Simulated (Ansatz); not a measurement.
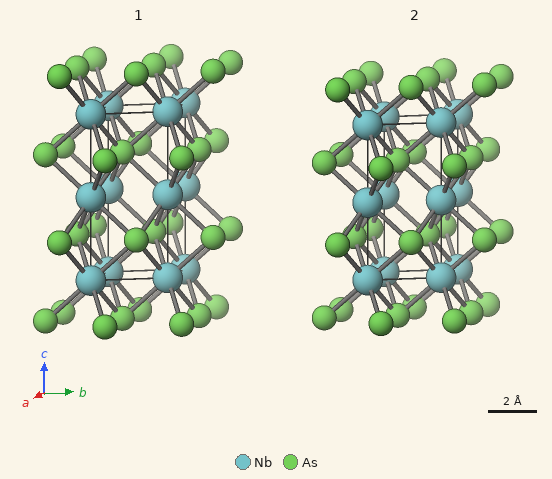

Two geometries of solid NbAs (a generated structure, set up in P6_3/mmc) (coarse preliminary run), drawn at one scale. One is the start of a relaxation, the other its converged end. Style: ball-and-stick. Shown: the cell of the calculation, slightly off an axis.

Level of theory: DFT PBE, scalar-relativistic, plane waves, PAW (Ansatz). (plane-wave cutoff 420 eV; k-point mesh 6 × 6 × 4; occupations gaussian; smearing width 0.1 eV; no spin polarisation; cell and atoms relaxed; force threshold 0.05 eV/Å; at most 60 steps)

> Which geometry has the lower energy?

Structure 1 is the relaxed one. Case: N → As, Ta → Nb on all its sites, cell and atoms relaxed. Over 4 accepted moves (5 points after the start) the energy falls by 283 meV per atom. All forces vanish by symmetry, so only the cell relaxes. The pressure goes from 38.45 to 0.03 GPa. At 1 point the geometry stayed and the basis and grid were re-selected for the new cell (energy shift of 0.8 meV per atom at most each time). No atom moves by more than 0.005 Å relative to the cell. The drawn cell changes as follows: a = b 3.249 → 3.400 Å (+4.6 %), c 6.588 → 7.061 Å (+7.2 %); the volume changes by +17.4 %. Among the contacts that change: Nb–Nb 3.249 → 3.400 Å, As–Nb 2.496 → 2.640 Å. The space group stays P6_3/mmc (No. 194). Cost: 15 s on 1 thread of Arm Neoverse V2 (shared host), peak memory 0.35 GiB.
